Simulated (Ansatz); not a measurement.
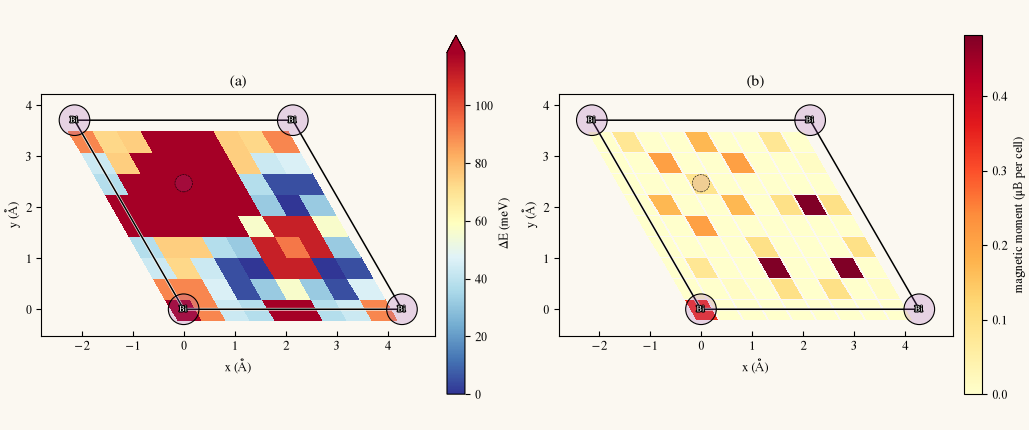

H on a two-dimensional sheet of Bi of the honeycomb type (2 atoms of substrate and one adsorbate in a 1 × 1 cell). 
- H is moved over the surface cell; relaxed at each place: the height of the adsorbate's atoms; substrate rigid; the origin of the map has the adsorbate above Bi1.
- Places are given modulo a cell vector. The map is drawn in real space over the plane of the surface.
- The grid has 9 × 9 points; 19 points were computed and 62 follow by symmetry.
- Energies: meV, counted from the lowest grid point.
- At some places the adsorbate sinks to or below the level of the top layer. The magnetic moment jumps between some neighbouring points. With one adsorbate in each 1 × 1 cell, its nearest image is 4.3 Å away, so neighbouring adsorbates interact.
- All numbers below come from DFT PBE+D3(BJ), scalar-relativistic, plane waves, PAW in Ansatz. Settings: cutoff 420 eV, k-mesh 6×6×1, gaussian smearing 0.05 eV, spin-polarised.

Panel (a) is the energy; panel (b) is the computed magnetic moment, in μB per cell.

In the figure: one coloured cell a grid point, labelled circles for the atoms of the top layer and small ones for the second layer, the outline of one cell of the plane, one colour for all values above the top of the scale.

Q: How does the magnetic moment vary over the map, and what is it at the lowest grid point?

A: It runs from 0.00 μB per cell at (0/9, 2/9) of the cell vectors [nearest 1 Bi at 1.88 Å] to 0.48 μB per cell at (4/9, 2/9) of the cell vectors [nearest 1 Bi at 1.96 Å]. At the lowest grid point, (4/9, 2/9) of the cell vectors [nearest 1 Bi at 1.96 Å], it is 0.48 μB per cell.

```csv
"second ↓, first →",0/9,1/9,2/9,3/9,4/9,5/9,6/9,7/9,8/9
8/9,0.00,0.08,0.00,0.00,0.17,0.00,0.00,0.08,0.00
7/9,0.00,0.00,0.21,0.00,0.00,0.21,0.00,0.00,0.01
6/9,0.00,0.00,0.00,0.09,0.00,0.00,0.00,0.00,0.00
5/9,0.00,0.17,0.00,0.00,0.17,0.00,0.10,0.48,0.10
4/9,0.00,0.00,0.21,0.00,0.00,0.00,0.00,0.00,0.00
3/9,0.00,0.00,0.00,0.00,0.10,0.00,0.00,0.00,0.10
2/9,0.00,0.08,0.00,0.00,0.48,0.00,0.00,0.48,0.00
1/9,0.00,0.00,0.01,0.00,0.10,0.00,0.10,0.00,0.01
0/9,0.33,0.00,0.00,0.00,0.00,0.00,0.00,0.00,0.00
```
